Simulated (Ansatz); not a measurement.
The cell of Sr (P6_3/mmc). The cell is taken from the end point of a relaxation with DFT, PAW plane waves, r2scan (Ansatz 0.2.0).

```cif
data_structure
_symmetry_space_group_name_H-M 'P 1'
_symmetry_Int_Tables_number 1
_cell_length_a 4.2927
_cell_length_b 4.2927
_cell_length_c 7.0217
_cell_angle_alpha 90.000
_cell_angle_beta 90.000
_cell_angle_gamma 120.000
_cell_volume 112.05
loop_
_atom_site_label
_atom_site_type_symbol
_atom_site_fract_x
_atom_site_fract_y
_atom_site_fract_z
_atom_site_occupancy
Sr1 Sr 0.33333 0.66667 0.25000 1
Sr2 Sr 0.66667 0.33333 0.75000 1
```

> Take as void every point where the procrystal density (the sum of the densities of spherically averaged neutral Hartree-Fock atoms) is below 0.005 e/bohr³. From Rb on the atoms have core potentials, so only their outer electrons count. What do the voids look like?

The voids take about 4.8 % of the cell (5.4 Å³ of 112.1 Å³) and are bounded by about 19 Å² of surface per cell. They are isolated pockets that do not connect across cells.

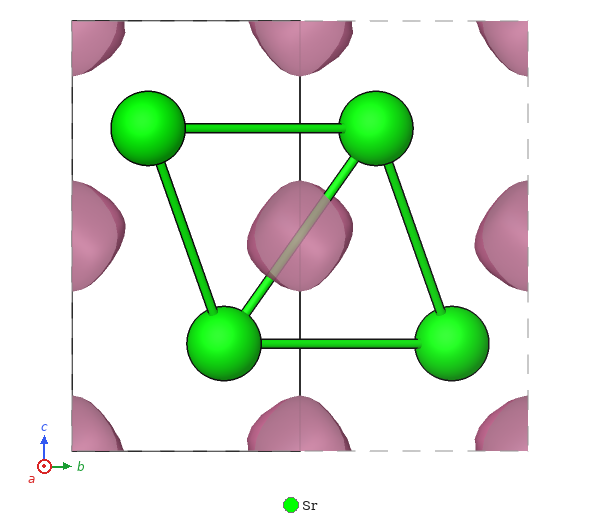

The voids drawn in 2×2×1 cells, view along the a axis. Pale faces close the region where the drawn box cuts it.
